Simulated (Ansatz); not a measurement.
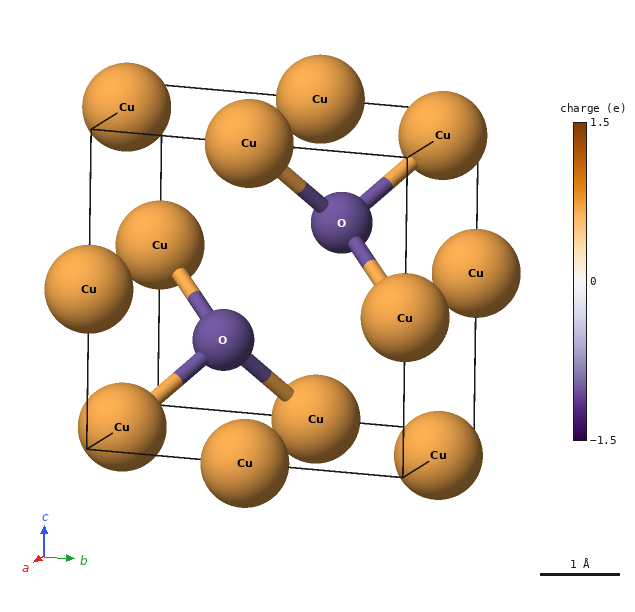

Drawn in the ball-and-stick manner and seen slightly off an axis. The parallelepiped is the simulation cell. The atoms of this Cu$_{3}$O$_{2}$ cell are coloured by their Bader charge.

All computed values are from DFT PBE, scalar-relativistic, plane waves, PAW in Ansatz. Settings: plane waves up to 420 eV, a 12×12×12 k-point grid, Gaussian smearing of 0.1 eV, no spin polarisation.

Describe the charge distribution among the elements.

Most positive: Cu; most negative: O. Charges: about Cu +0.7 e; O -1.0 e.

It goes back to a structure type filled with these elements by a generator (whether the compound takes this form wasn't checked). Earlier steps of the study, as a rule a relaxation of our own, may have changed the cell and positions, so they can lie some per cent off the listed ones. It went into a calculation with Ansatz.
